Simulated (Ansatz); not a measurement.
Si

Input

```
crystal:
  lattice:
    - [-2.2951484633, 2.4149529699, 1.3000063486]
    - [2.2951484633, -2.4149529699, 1.3000063486]
    - [2.2951484633, 2.4149529699, -1.3000063486]
  atoms:
    - { symbol: Si, position: [0.807, 0.557, 0.25] }
    - { symbol: Si, position: [0.193, 0.443, 0.75] }
kpoints:
  mp_grid: { grid: [16, 16, 16] }
scf:
  occupations: { method: fermi_dirac, width: 0.05 }
hamiltonian:
  xc: lda
  pseudopotentials: { kind: paw }
output:
  forces: true
  stress: true
  eigenvalues: true
  efg: { contact_densities: true }
  write_density: true
  write_potential: true
  elf: true
  volumetric_format: npy
```

Launched as:

```sh
ansatz run input.yaml --threads 1 --pin off --max-ram 3072MiB --backend cpu --events-out ev --progress --plain --runs-dir out
```

Below, planes, directions and counts refer to the conventional cell (a = 4.59 Å, b = 4.83 Å, c = 2.60 Å, α = 90.00°, β = 90.00°, γ = 90.00°).

Space group Imma; computed pressure about 2 GPa in this cell.

Computed with DFT, LDA, PAW with Ansatz's default frozen-core files, scalar-relativistic in Ansatz 0.2.0.

> Predict the valence pseudo-density and electron localisation function between the atoms.

Si–Si (2.50 Å): ρ is about 0.41 e/Å³ halfway; the ELF peaks at about 0.80 between the atoms.

> Does the calculation make it a metal, or give it a gap?

It is metallic or semimetallic at this level of theory: no gap opens.

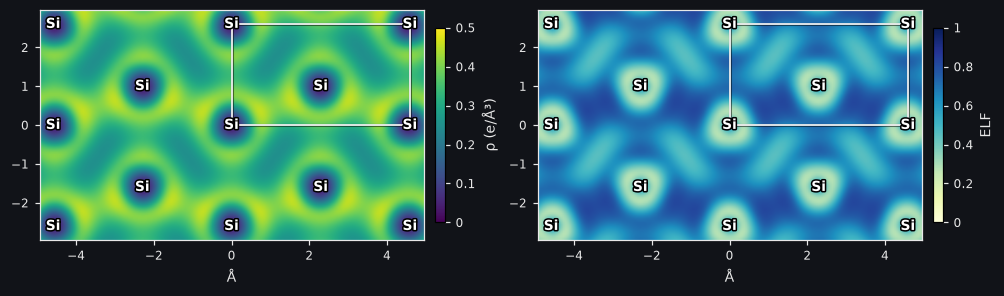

Computed valence pseudo-density and electron localisation function on the (010) plane of the conventional cell, in this order. 
